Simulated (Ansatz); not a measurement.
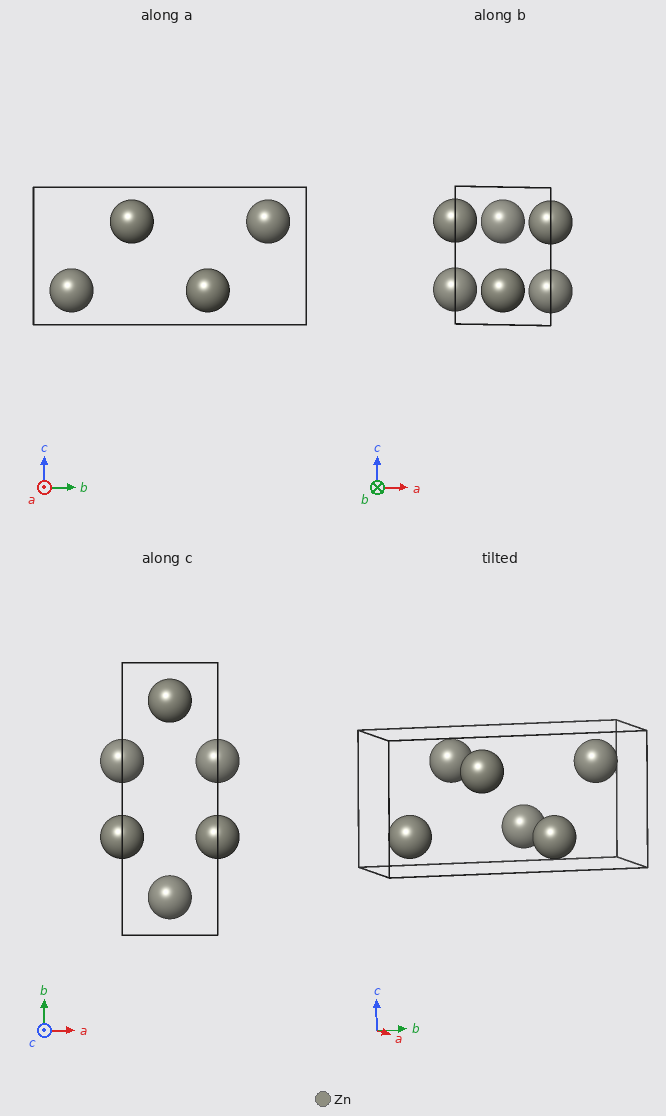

Crystal structure, spheres-only style, seen along the a axis, along the b axis, along the c axis and slightly off an axis. The box is the conventional unit cell; atoms on or close to its faces, edges and corners are drawn wherever they repeat.

Lattice parameters: a = 2.6370 Å, b = 7.5257 Å, c = 3.8028 Å, α = 90.000°, β = 91.064°, γ = 90.000°.

### Transcribe the picture into a CIF with its space group and independent sites, with free fractional coordinates to two decimals.

```cif
data_structure
_symmetry_space_group_name_H-M 'C 2/c'
_symmetry_Int_Tables_number 15
_cell_length_a 2.6370
_cell_length_b 7.5257
_cell_length_c 3.8028
_cell_angle_alpha 90.000
_cell_angle_beta 91.064
_cell_angle_gamma 90.000
_cell_volume 75.46
loop_
_atom_site_label
_atom_site_type_symbol
_atom_site_symmetry_multiplicity
_atom_site_Wyckoff_symbol
_atom_site_fract_x
_atom_site_fract_y
_atom_site_fract_z
_atom_site_occupancy
Zn1 Zn 4 e 0.50 0.86 0.75 1
```

It goes back to a structure type filled with this element by a generator (whether the element takes this form wasn't checked). Earlier steps of the study may have refined or changed the cell and positions. A calculation with Ansatz used it as input.
